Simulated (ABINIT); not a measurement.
## Positron calculation of HgSe (part 1 of 2)

The run: positron calculation of HgSe (F-43m, 2 atoms in the cell). Method and program: Kohn-Sham DFT of a periodic cell, PBEsol, JTH PAW PBE v2.0, no spin polarisation (ABINIT 10.8.3).

The structure derives from an entry of the Crystallography Open Database.

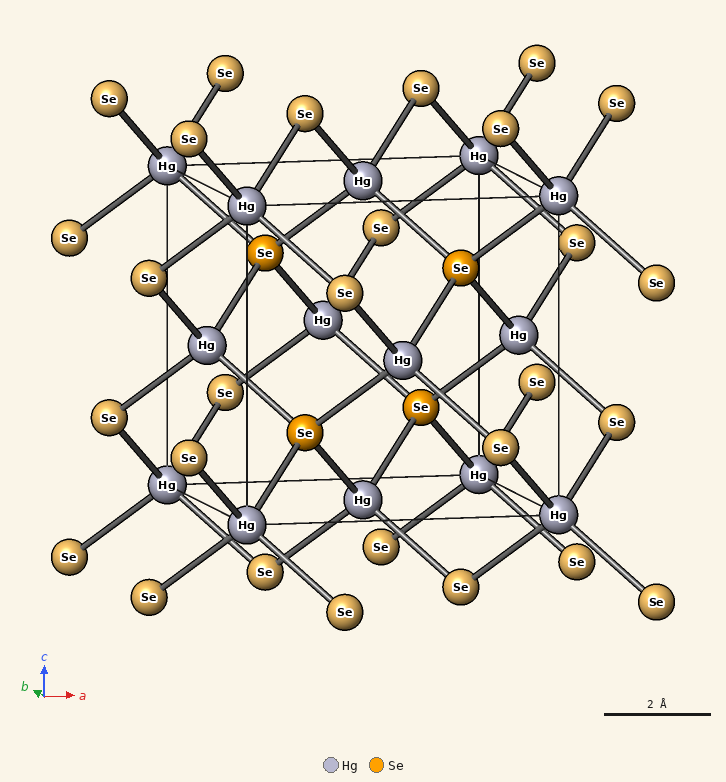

*The structure as given in the input (ball-and-stick view of the cell 4 times as large as that of the calculation, set on its symmetry axes, seen slightly off an axis; neighbours outside the cell are drawn fainter).*

Near neighbours in the crystal (not all of them lie inside the picture): Hg has 4 Se at 2.63 Å; Se has 4 Hg at 2.63 Å.

### Summary

- outcome: converged
- space group (tolerance 0.01 Å): F-43m (216)
- electrons treated: 18
- free energy: −1410.9170 eV
- positron lifetime (one of the program's estimates): 249.2 ps
- Fermi energy: 1.256 eV
- gap on the k-point mesh: none (metallic)
- pressure: 1.76 GPa
- largest force (length of the vector): under 0.001 eV/Å
- hardware: 1 thread of Arm Neoverse V1, 24 GiB of memory available, shared host
- wall time: 18 s
- peak memory: 0.1 GiB

### Notes

Points of doubt noted for this run: PAW basis incomplete for positron. Spin–orbit coupling is left out, which matters for Hg.

### The input
```
# Datasets
ndtset 2

# Pseudopotentials
pp_dirpath "./"
pseudos "Hg.GGA_PBE-JTH.xml, Se.GGA_PBE-JTH.xml"

# Structure
acell 3*1.0
rprim
     0.0000000000     5.7428776927     5.7428776927
     5.7428776927     0.0000000000     5.7428776927
     5.7428776927     5.7428776927     0.0000000000
ntypat 2
znucl 80 34
natom 2
typat 1 2
xred
            0.0            0.0            0.0
            3/4            3/4            3/4

# Plane-wave basis
ecut 16.0
pawecutdg 32.0

# Exchange and correlation
ixc -116133

# SCF cycle
nstep 80

# Output
iomode 3
prteig 0
prtebands 0
prtwf 0

# Dataset 1: electrons
kptopt1 1
ngkpt1 6 6 6
nshiftk1 1
shiftk1 0.0 0.0 0.0
nband1 13
occopt1 3
tsmear1 0.00183747
tolvrs1 1.0e-10
prtden1 1

# Dataset 2: positron in the electrons' density
positron2 1
ixcpositron2 11
getden2 1
kptopt2 0
nkpt2 1
kpt2 0.0 0.0 0.0
nband2 1
occopt2 2
occ2 1.0
posocc2 1.0
toldfe2 1.0e-9
optforces2 0
optstress2 0
prtden2 0
```

Launch command:
```bash
abinit run.abi > log 2>&1
```

### The program's output
```
.Version 10.8.3 of ABINIT
 DATASET    1 : space group F-4 3 m (#216); Bravais cF (face-center cubic)
================================================================================
 Values of the parameters that define the memory need for DATASET  1.
     intxc =       0    ionmov =       0      iscf =      17    lmnmax =      18
     lnmax =       6     mgfft =      30  mpssoang =       3    mqgrid =    3001
     natom =       2  nloc_mem =       2    nspden =       1   nspinor =       1
    nsppol =       1      nsym =      24    n1xccc =       1    ntypat =       2
    occopt =       3   xclevel =       2
       mpw =        1173          nfft =       27000          nkpt =          16
 PAW method is used; the additional fine FFT grid is defined by:
   mgfftf=        45    nfftf =     91125
================================================================================
================================================================================

 DATASET    2 : space group F-4 3 m (#216); Bravais cF (face-center cubic)
================================================================================
 Values of the parameters that define the memory need for DATASET  2.
     intxc =       0    ionmov =       0      iscf =      17    lmnmax =      18
     lnmax =       6     mgfft =      30  mpssoang =       3    mqgrid =    3001
     natom =       2  nloc_mem =       2    nspden =       1   nspinor =       1
    nsppol =       1      nsym =      24    n1xccc =       1    ntypat =       2
    occopt =       2   xclevel =       2
       mpw =         570          nfft =       27000          nkpt =           1
 PAW method is used; the additional fine FFT grid is defined by:
   mgfftf=        45    nfftf =     91125
================================================================================
================================================================================

--------------------------------------------------------------------------------
------------- Echo of variables that govern the present computation ------------
--------------------------------------------------------------------------------
 -outvars: echo values of preprocessed input variables --------
            acell      1.0000000000E+00  1.0000000000E+00  1.0000000000E+00 Bohr
              amu      2.00590000E+02  7.89600000E+01
             ecut      1.60000000E+01 Hartree
           getden1          0
           getden2          1
              ixc     -116133
      ixcpositron1          1
      ixcpositron2         11
           jdtset        1    2
           kptopt1          1
           kptopt2          0
         kptrlatt        6    0    0      0    6    0      0    0    6
          kptrlen1     4.87299331E+01
          kptrlen2     3.00000000E+01
            natom           2
            nband1         13
            nband2          1
           ndtset           2
            ngfft          30      30      30
          ngfftdg          45      45      45
             nkpt1         16
             nkpt2          1
            nstep          80
             nsym          24
           ntypat           2
           occopt1          3
           occopt2          2
        optforces1          2
        optforces2          0
        optstress1          1
        optstress2          0
        pawecutdg      3.20000000E+01 Hartree
         positron1          0
         positron2          1
           prtden1          1
           prtden2          0
        prtebands           0
           prteig           0
            prtwf           0
            rprim      0.0000000000E+00  5.7428776927E+00  5.7428776927E+00
                       5.7428776927E+00  0.0000000000E+00  5.7428776927E+00
                       5.7428776927E+00  5.7428776927E+00  0.0000000000E+00
           shiftk1     0.00000000E+00  0.00000000E+00  0.00000000E+00
           shiftk2     5.00000000E-01  5.00000000E-01  5.00000000E-01
          spgroup         216
           toldfe1     0.00000000E+00 Hartree
           toldfe2     1.00000000E-09 Hartree
           tolvrs1     1.00000000E-10
           tolvrs2     0.00000000E+00
           tsmear1     1.83747000E-03 Hartree
           tsmear2     1.00000000E-02 Hartree
            typat      1  2
           useylm           1
           xangst      0.0000000000E+00  0.0000000000E+00  0.0000000000E+00
                       4.5584999969E+00  4.5584999969E+00  4.5584999969E+00
            xcart      0.0000000000E+00  0.0000000000E+00  0.0000000000E+00
                       8.6143165390E+00  8.6143165390E+00  8.6143165390E+00
             xred      0.0000000000E+00  0.0000000000E+00  0.0000000000E+00
                       7.5000000000E-01  7.5000000000E-01  7.5000000000E-01
            znucl       80.00000   34.00000

================================================================================

 chkinp: Checking input parameters for consistency, jdtset=   1.

 chkinp: Checking input parameters for consistency, jdtset=   2.

================================================================================
== DATASET  1 ==================================================================

--- !DatasetInfo
iteration_state: {dtset: 1, }
dimensions: {natom: 2, nkpt: 16, mband: 13, nsppol: 1, nspinor: 1, nspden: 1, mpw: 1173, }
cutoff_energies: {ecut:  16.0, pawecutdg:  32.0, }
electrons: {nelect:   1.80000000E+01, charge:   0.00000000E+00, occopt:   3.00000000E+00, tsmear:   1.83747000E-03, }
meta: {optdriver: 0, ionmov: 0, optcell: 0, iscf: 17, paral_kgb: 0, }
...

 Real(R)+Recip(G) space primitive vectors, cartesian coordinates (Bohr,Bohr^-1):
 R(1)=  0.0000000  5.7428777  5.7428777  G(1)= -0.0870644  0.0870644  0.0870644
 R(2)=  5.7428777  0.0000000  5.7428777  G(2)=  0.0870644 -0.0870644  0.0870644
 R(3)=  5.7428777  5.7428777  0.0000000  G(3)=  0.0870644  0.0870644 -0.0870644
 Unit cell volume ucvol=  3.7880761E+02 bohr^3
 Angles (23,13,12)=  6.00000000E+01  6.00000000E+01  6.00000000E+01 degrees

 Coarse grid specifications (used for wave-functions):

 getcut: wavevector=  0.0000  0.0000  0.0000  ngfft=  30  30  30
         ecut(hartree)=     16.000   => boxcut(ratio)=   2.05368

 Fine grid specifications (used for densities):

 getcut: wavevector=  0.0000  0.0000  0.0000  ngfft=  45  45  45
         ecut(hartree)=     32.000   => boxcut(ratio)=   2.12749

--- Pseudopotential description ------------------------------------------------
- pspini: atom type   1  psp file is ./Hg.GGA_PBE-JTH.xml
 Pseudopotential format is: paw10
 basis_size (lnmax)=  6 (lmn_size= 18), orbitals=   0   0   1   1   2   2
 Spheres core radius: rc_sph= 2.40020299
 Shapefunction is SIN type: shapef(r)=[sin(pi*r/rshp)/(pi*r/rshp)]**2
 Radius for shape functions =  2.25617906
 Compensation charge density is not taken into account in XC energy/potential

- pspini: atom type   2  psp file is ./Se.GGA_PBE-JTH.xml
 Pseudopotential format is: paw10
 basis_size (lnmax)=  4 (lmn_size=  8), orbitals=   0   0   1   1
 Spheres core radius: rc_sph= 2.21132333
 Shapefunction is BESSEL type: shapef(r,l)=aa(1,l)*jl(q(1,l)*r)+aa(2,l)*jl(q(2,l)*r)
 Radius for shape functions =  2.00656599
 Compensation charge density is not taken into account in XC energy/potential

   1.33141047E+03                                ecore*ucvol(ha*bohr**3)
--------------------------------------------------------------------------------

================================================================================

--- !BeginCycle
iteration_state: {dtset: 1, }
solver: {iscf: 17, nstep: 80, nline: 4, wfoptalg: 10, }
tolerances: {tolvrs: 1.00E-10, }
...

     iter   Etot(hartree)      deltaE(h)  residm     nres2
 ETOT  1  -51.728416171602    -5.173E+01 6.756E-02 7.786E+00
 ETOT  2  -51.896765127343    -1.683E-01 2.759E-02 8.952E+00
 ETOT  3  -51.855281773673     4.148E-02 4.306E-03 3.063E+00
 ETOT  4  -51.848067394930     7.214E-03 9.189E-04 8.149E-02
 ETOT  5  -51.851510382392    -3.443E-03 2.021E-04 4.658E-01
 ETOT  6  -51.850358046915     1.152E-03 1.141E-04 1.487E-01
 ETOT  7  -51.850192474556     1.656E-04 1.158E-04 3.882E-02
 ETOT  8  -51.850256969194    -6.449E-05 2.578E-05 3.452E-02
 ETOT  9  -51.850261559186    -4.590E-06 1.102E-05 1.612E-02
 ETOT 10  -51.850233886241     2.767E-05 3.921E-06 1.881E-03
 ETOT 11  -51.850244265225    -1.038E-05 2.120E-06 1.000E-03
 ETOT 12  -51.850249624585    -5.359E-06 3.303E-07 2.154E-03
 ETOT 13  -51.850243922602     5.702E-06 4.359E-07 4.106E-05
 ETOT 14  -51.850244553825    -6.312E-07 1.058E-07 1.642E-06
 ETOT 15  -51.850244638774    -8.495E-08 2.662E-08 1.606E-05
 ETOT 16  -51.850244599373     3.940E-08 1.214E-08 6.614E-07
 ETOT 17  -51.850244601269    -1.897E-09 5.248E-09 5.743E-08
 ETOT 18  -51.850244602715    -1.446E-09 2.391E-09 1.762E-07
 ETOT 19  -51.850244602038     6.771E-10 9.450E-10 2.253E-08
 ETOT 20  -51.850244601966     7.220E-11 4.466E-10 5.491E-09
 ETOT 21  -51.850244601902     6.425E-11 1.870E-10 1.085E-09
 ETOT 22  -51.850244601929    -2.694E-11 8.728E-11 1.189E-09
 ETOT 23  -51.850244601952    -2.348E-11 3.583E-11 2.310E-11

 At SCF step   23       nres2   =  2.31E-11 < tolvrs=  1.00E-10 =>converged.

 Cartesian components of stress tensor (hartree/bohr^3)
  sigma(1 1)= -5.97490926E-05  sigma(3 2)=  0.00000000E+00
  sigma(2 2)= -5.97490926E-05  sigma(3 1)=  0.00000000E+00
  sigma(3 3)= -5.97490926E-05  sigma(2 1)=  0.00000000E+00

--- !ResultsGS
iteration_state: {dtset: 1, }
comment   : Summary of ground state results
lattice_vectors:
- [  0.0000000,   5.7428777,   5.7428777, ]
- [  5.7428777,   0.0000000,   5.7428777, ]
- [  5.7428777,   5.7428777,   0.0000000, ]
lattice_lengths: [   8.12166,    8.12166,    8.12166, ]
lattice_angles: [ 60.000,  60.000,  60.000, ] # degrees, (23, 13, 12)
lattice_volume:   3.7880761E+02
convergence: {deltae: -2.348E-11, res2:  2.310E-11, residm:  3.583E-11, diffor: null, }
etotal    :  -5.18502446E+01
entropy   :   0.00000000E+00
fermie    :   4.61687413E-02
cartesian_stress_tensor: # hartree/bohr^3
- [ -5.97490926E-05,   0.00000000E+00,   0.00000000E+00, ]
- [  0.00000000E+00,  -5.97490926E-05,   0.00000000E+00, ]
- [  0.00000000E+00,   0.00000000E+00,  -5.97490926E-05, ]
pressure_GPa:   1.7579E+00
xred      :
- [  0.0000E+00,   0.0000E+00,   0.0000E+00, Hg]
- [  7.5000E-01,   7.5000E-01,   7.5000E-01, Se]
cartesian_forces: # hartree/bohr
- [ -1.46520904E-30,  -1.46520904E-30,   4.39562713E-30, ]
- [  1.46520904E-30,   1.46520904E-30,  -4.39562713E-30, ]
force_length_stats: {min:   4.85954863E-30, max:   4.85954863E-30, mean:   4.85954863E-30, }
...

 Integrated electronic density in atomic spheres:
 ------------------------------------------------
 Atom  Sphere_radius  Integrated_density
    1        2.40020          9.95317202
    2        2.21132          3.91644662

================================================================================

 ----iterations are completed or convergence reached----
```
